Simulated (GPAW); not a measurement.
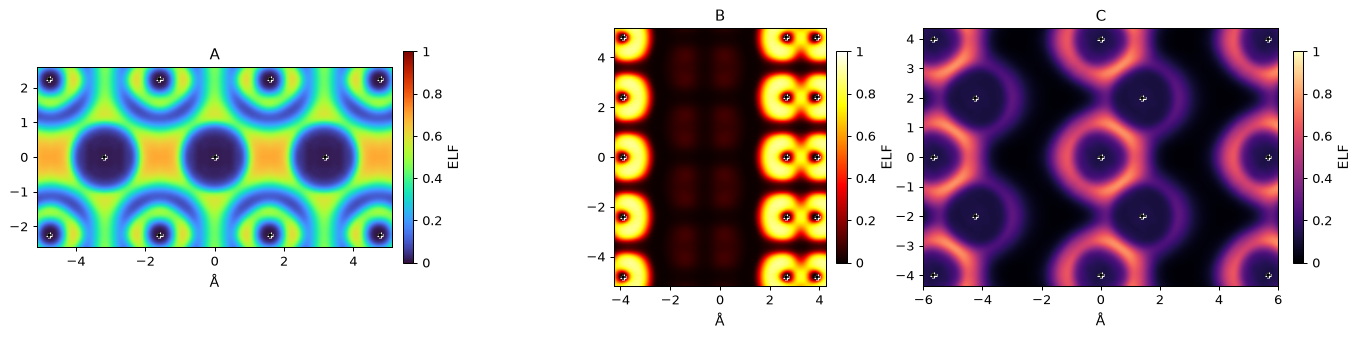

The ELF of 3 systems, each on a plane through atoms (crosses mark nuclei in the plane).

The calculation used Kohn-Sham DFT of a periodic cell, PBE, GPAW PAW data sets (gpaw-data 1.2.1) in GPAW.

System 1: TiAl, the (011) plane of the conventional cell. Space group Pm-3m; a structure from a database of computed crystals, not necessarily the ambient phase.

```
Ti Al
1.0
     3.17906    0.00000    0.00000
     0.00000    3.17906    0.00000
     0.00000    0.00000    3.17906
Ti Al
1 1
Direct
  0.00000 0.00000 0.00000
  0.50000 0.50000 0.50000
```

System 2: O, the (110) plane of the conventional cell. Space group Fmmm; a structure from a database of computed crystals, not necessarily the ambient phase; not relaxed (largest force 1.2 eV/Å); computed pressure about −2 GPa in this cell.

System 3: GaAs, the (110) plane of the conventional cell. Space group F-43m; computed pressure about 4 GPa in this cell.

```
As Ga
1.0
     5.65370    0.00000    0.00000
     0.00000    0.00000   -5.65370
     0.00000    5.65370    0.00000
As Ga
4 4
Direct
  0.75000 0.75000 0.25000
  0.25000 0.75000 0.75000
  0.25000 0.25000 0.25000
  0.75000 0.25000 0.75000
  0.50000 0.50000 0.00000
  0.00000 0.50000 0.50000
  0.00000 0.00000 0.00000
  0.50000 0.00000 0.50000
```

Match each panel to its system.

Answer. Panel A is system 1, TiAl: the plane holds Ti and Al. Ti–Al (2.75 Å): the ELF is about 0.25 at the midpoint (no shared electron pair shows on this line). Panel B is system 2, O: the plane holds O. O–O (1.23 Å): the ELF peaks at about 0.80 between the atoms (inside overlapping PAW spheres, so only a guide): localised, covalent bonding. Panel C is system 3, GaAs: the plane holds As and Ga. Ga–As (2.45 Å): the ELF peaks at about 0.75 between the atoms, as expected for localised, covalent bonding.
